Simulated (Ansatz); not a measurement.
ScAl3: several calculations on one system

## 1. Relaxation

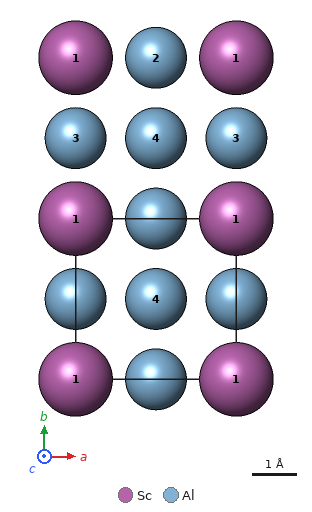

Solid ScAl$_{3}$ (set up in Pm-3m), before the relaxation. The picture is a spheres-only view of the cell of the calculation, repeated 1 × 2 × 1 with one cell outlined, seen along the c axis.

Case: relaxed at 60 GPa.

Method: DFT r2SCAN, scalar-relativistic, plane waves, PAW in Ansatz 0.2.0.

Input file:
```yaml
crystal:
  lattice:
    - [3.7084614212, 0.0, 0.0]
    - [0.0, 3.7084614212, 0.0]
    - [0.0, 0.0, 3.7084614212]
  atoms:
    - { symbol: Sc, position: [0.0, 0.0, 0.0] }
    - { symbol: Al, position: [0.5, 0.0, 0.5] }
    - { symbol: Al, position: [0.0, 0.5, 0.5] }
    - { symbol: Al, position: [0.5, 0.5, 0.0] }
basis:
  ecutwfc: 500
kpoints:
  mp_grid: { grid: [12, 12, 12] }
hamiltonian:
  xc: r2scan
scf:
  occupations: { method: gaussian, width: 0.1 }
output:
  forces: true
  stress: true
  eigenvalues: true
relax:
  adjacent_minimum: "off"
  f_tol: 0.008
  max_steps: 50
  cell: { stress_tol: 0.08, p_target: 60.0 }
```

Launched with:
```bash
ansatz run input.yaml --threads 1 --pin off --max-ram 2560MiB --backend cpu --events-out ev --progress --plain --runs-dir out
```

**Predict the outcome.**

The atoms keep their places relative to the cell (all moves are under 0.005 Å). The volume changes by −4.2 %, with a = b = c 3.708 → 3.655 Å (−1.4 %). Some distances before and after: Al2–Al3 2.622 → 2.585 Å, Sc1–Al2 2.622 → 2.585 Å. The space group stays Pm-3m (No. 221). The energy rises by 0.728 eV per cell of the calculation in 3 accepted moves (4 points after the start). With the target pressure of 60 GPa, the enthalpy E + pV changes by −82.4 meV per cell of the calculation. All forces vanish by symmetry, so only the cell relaxes. The pressure goes from 48.14 to 60.00 GPa. The SCF was repeated once at an unchanged geometry on a basis and grid sized afresh for the cell, which shifted the energy by 0.6 meV per cell of the calculation at most. Cost: 40 s on 1 thread of Intel(R) Xeon(R) Platinum 8259CL CPU @ 2.50GHz (Skylake/Cascade Lake), on a shared host, peak memory 0.57 GiB.

Step by step:

| step | E − E(0), meV/atom | pressure, GPa | volume, Å³/atom | note |
| --- | --- | --- | --- | --- |
| 0 | 0.00 | 48.14 | 12.750 |  |
| 1 | 255.54 | 64.66 | 12.020 |  |
| 2 | 178.93 | 59.81 | 12.217 |  |
| 3 | 181.92 | 60.00 | 12.209 |  |
| 4 | 182.06 | 60.00 | 12.209 | same geometry, new basis |

After the run, drawn alike:

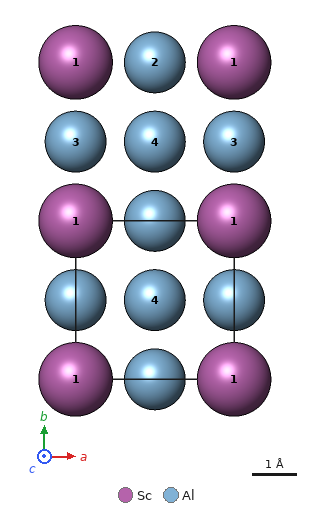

## 2. A change

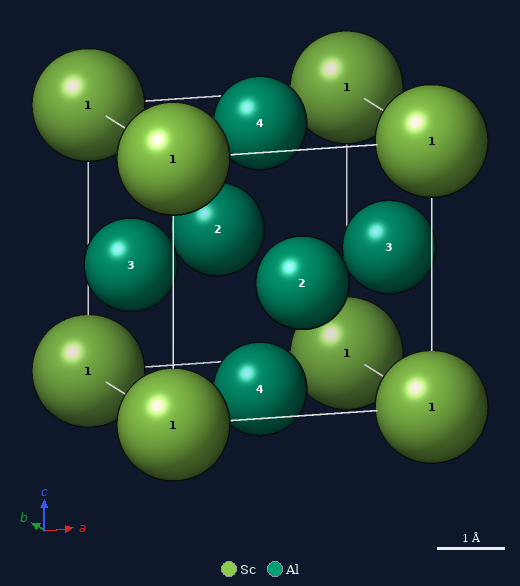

The starting point is crystalline ScAl3 (set up in Pm-3m). Style: spheres-only. Shown: the cell of the calculation, slightly off an axis.

These are results of DFT r2SCAN, scalar-relativistic, plane waves, PAW (Ansatz), not measurements. Settings: plane-wave cutoff 500 eV; occupations gaussian; smearing width 0.1 eV; no spin polarisation. The k-mesh is chosen for each cell (10×10×10, 12×12×12).

Now this is done to it. The crystal is put under a hydrostatic pressure of 30 GPa. Cell and atoms are relaxed at that pressure.

What does the calculation give for the changed structure?

Answer. It costs 255 meV per atom. (The two runs use different k-meshes.) Pressure: 0.0 GPa before, 30.0 GPa after. Cell: a = b = c 4.086 → 3.809 Å (−6.8 %). Volume −19.0 %. The atoms keep their places relative to the cell (all moves are under 0.005 Å). Near-neighbour distances before and after: Al–Sc 2.889 → 2.693 Å, Al–Al 2.889 → 2.693 Å. The space group stays Pm-3m (No. 221).

The changed structure in the same view:

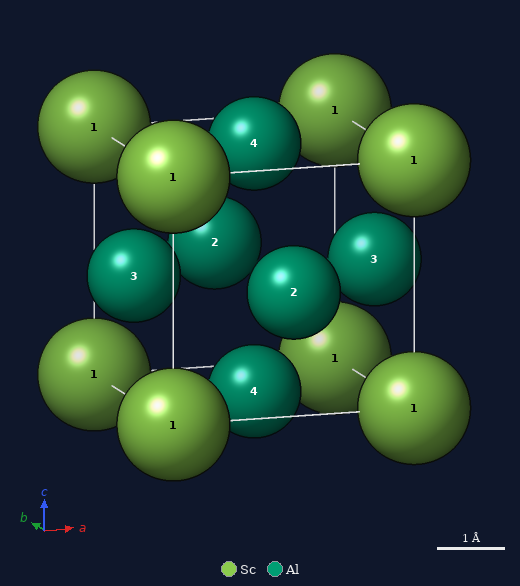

## 3. Series

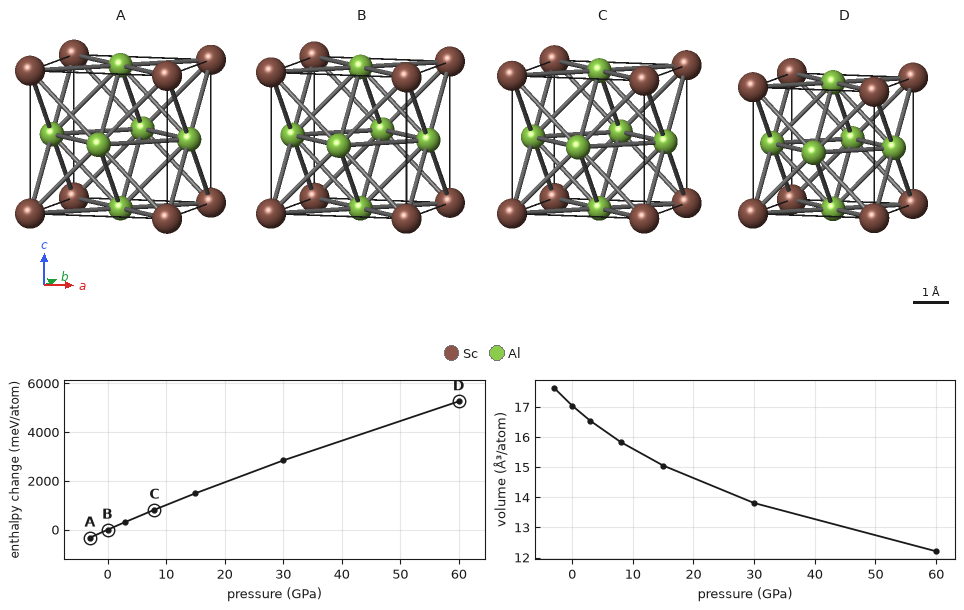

Members of a series of calculations on crystalline ScAl₃ (set up in Pm-3m), marked on the first curve. The picture is a ball-and-stick view of the cell of the calculation, seen slightly off an axis.

These are results of Ansatz, DFT r2SCAN, scalar-relativistic, plane waves, PAW, not measurements. (plane-wave cutoff 500 eV; occupations gaussian; smearing width 0.1 eV; no spin polarisation) The k-mesh is chosen for each cell (10×10×10, 12×12×12).

Q: How does the crystal respond to pressure?

A: The structure is relaxed at several pressures. A (pressure −3.0 GPa): enthalpy change −325 meV/atom, volume 17.64 Å³ per atom. B (pressure 0.0 GPa): enthalpy change 0.0 meV/atom, volume 17.05 Å³ per atom. C (pressure 8.0 GPa): enthalpy change 819 meV/atom, volume 15.84 Å³ per atom. D (pressure 60.0 GPa): enthalpy change 5265 meV/atom, volume 12.21 Å³ per atom. The rest compares A with D. Cell: a = b = c 4.132 → 3.655 Å (−11.5 %). Volume −30.8 %. Near-neighbour distances before and after: Al–Sc 2.922 → 2.585 Å, Al–Al 2.922 → 2.585 Å.
